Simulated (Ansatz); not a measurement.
System: diamond-type C, space group Fd-3m (No. 227), 2 atoms in the primitive cell, relaxed with r2SCAN; cubic a = 3.560 Å. Starting point: PBE, Ansatz PAW set, no spin polarisation, no spin-orbit coupling, 6×6×6 k mesh, 420 eV cutoff, fixed occupations (Ansatz). Many-body step: G0W0 with empty bands 33, screening cutoff 120 eV and frequency treatment contour deformation.

In PBE the smallest gap over these k points is 4.17 eV, with direct gaps of 5.61 eV at Γ, 9.52 eV at (0.00, 0.33, 0.33) and 11.12 eV at X.

Question: What does G0W0 give?

Answer: Over the k points that were corrected, the smallest gap goes from 4.17 eV in PBE (Γ to (0.00, 0.33, 0.33)) to 5.40 eV in G0W0 (Γ to (0.00, 0.33, 0.33)), a change of +1.23 eV (+30 %). Counted from the valence top, the lowest empty level moves by +1.64 eV at Γ, +1.23 eV at (0.00, 0.33, 0.33) and +1.12 eV at X; over the 8 points that were corrected the shifts run from +1.12 to +1.75 eV: a spread of 0.63 eV on a mean of 1.50 eV, so one scissor shift doesn't describe this level. Only two empty levels a point were corrected, so a higher one could drop under them. The top filled level also moves against the valence top, by −0.56 eV at (0.17, −0.50, −0.33). Down to 7.9 eV under the top, the filled levels drop by about 0.07 eV more for each eV of depth, so the valence band is stretched by about 7 %.

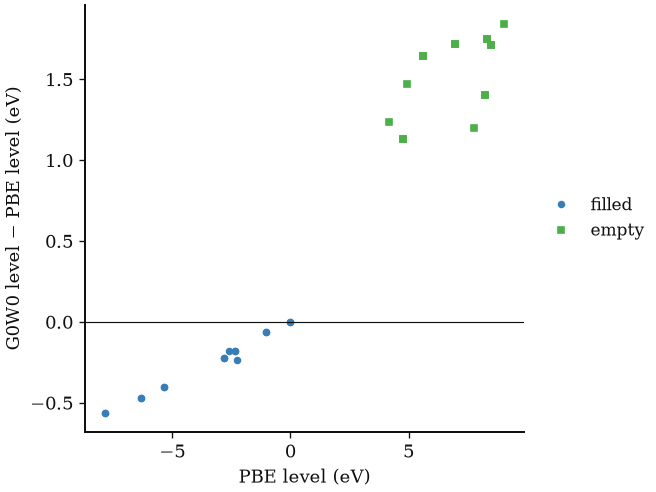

Change of each level from PBE to G0W0 against its PBE energy, both sets counted from their own valence top.

| k point | PBE direct gap (eV) | G0W0 direct gap (eV) |
| --- | --- | --- |
| Γ | 5.61 | 7.25 |
| (0.00, 0.33, 0.33) | 9.52 | 11.15 |
| X | 11.12 | 12.72 |

The k mesh is coarse (spacing up to 0.51 Å⁻¹), so the values aren't converged. Diamond is metastable; the stable form of carbon is graphite. Bands, cutoffs and mesh are finite, so these values aren't at the basis limit.
